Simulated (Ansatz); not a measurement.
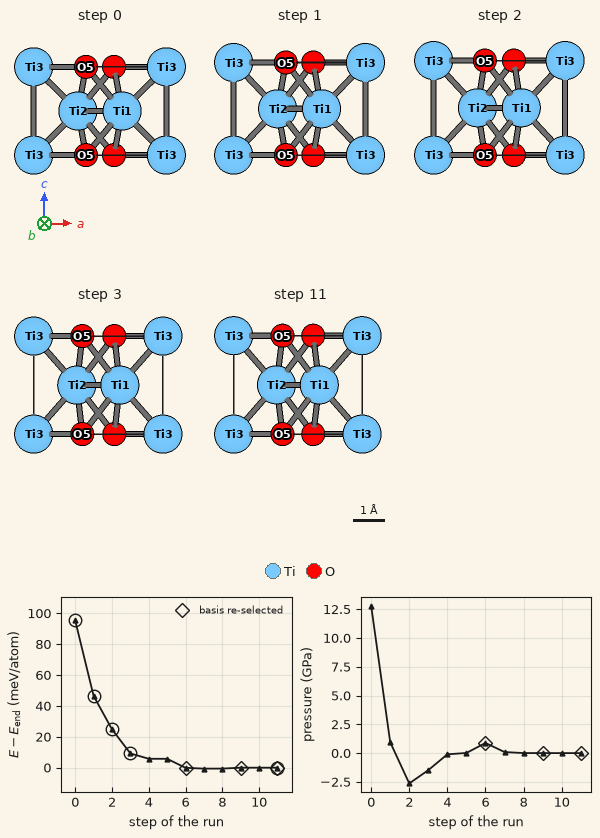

Frames of a relaxation of a crystal of TiO (set up in P-62m), marked on the history of the run. The picture is a ball-and-stick view of the cell of the calculation, seen along the b axis.

Case: relaxed kmesh: [1, 1, 1] Gamma-centred.

These are results of DFT PBEsol, scalar-relativistic, plane waves, PAW (Ansatz), not measurements. Set-up: plane-wave cutoff 420 eV; k-point mesh 1 × 1 × 1; occupations gaussian; smearing width 0.1 eV; no spin polarisation; cell and atoms relaxed; force threshold 0.01 eV/Å; at most 60 steps.

Question: What happens along the run?

Answer: The largest moves relative to the cell, 0.067 Å, are those of O atoms. Ti stays in place. The volume changes by +4.5 %, with a = b 4.989 → 4.829 Å (−3.2 %), c 2.873 → 3.204 Å (+11.5 %). Near-neighbour distances that change, for instance: Ti–Ti 2.873 → 3.204 Å, O–Ti 1.968 → 1.838 Å, O–Ti 2.101 → 2.201 Å, Ti–Ti 2.880 → 2.788 Å. Among the angles between lasting bonds that change: Ti–O–Ti 86.5° → 78.6°, Ti–O–Ti 86.3° → 93.4°. The space group stays P-62m (No. 189). Over 8 accepted moves (11 points after the start) the energy falls by 95.4 meV per atom. The largest force component goes from 0.53 to 0.00088 eV/Å. The pressure goes from 12.82 to 0.01 GPa. At 3 points the geometry stayed and the basis and grid were re-selected for the new cell (energy shift of 5.8 meV per atom at most each time). Cost: 8.1 s on 1 thread of Arm Neoverse V1, on a shared host, peak memory 0.29 GiB. From step 0 to 1: volume +3.5 %, energy −48.8 meV per atom. From step 1 to 2: O atoms move most (0.03 Å), volume +1.6 %, energy −21.7 meV per atom. From step 2 to 3: O atoms move most (0.06 Å), volume +0.3 %, energy −15.6 meV per atom. From step 3 to 11: O atoms move most (0.02 Å), volume −0.9 %, energy −9.3 meV per atom.

```
step  E − E(0), meV/atom  largest force component, eV/Å  pressure, GPa  volume, Å³/atom                      note
   0                0.00                         0.5287          12.82           10.323                          
   1              -48.84                         1.1044           0.95           10.684                          
   2              -70.51                         0.8588          -2.63           10.851                          
   3              -86.13                         0.4548          -1.47           10.881                          
   4              -89.61                         0.0090          -0.10           10.737                          
   5              -89.63                         0.0023           0.02           10.729                          
   6              -95.45                         0.0033           0.89           10.729  same geometry, new basis
   7              -95.99                         0.0076           0.10           10.777                          
   8              -95.97                         0.0002           0.01           10.783                          
   9              -95.39                         0.0019           0.01           10.783  same geometry, new basis
  10              -95.39                         0.0009           0.01           10.784                          
  11              -95.39                         0.0009           0.01           10.784  same geometry, new basis
```
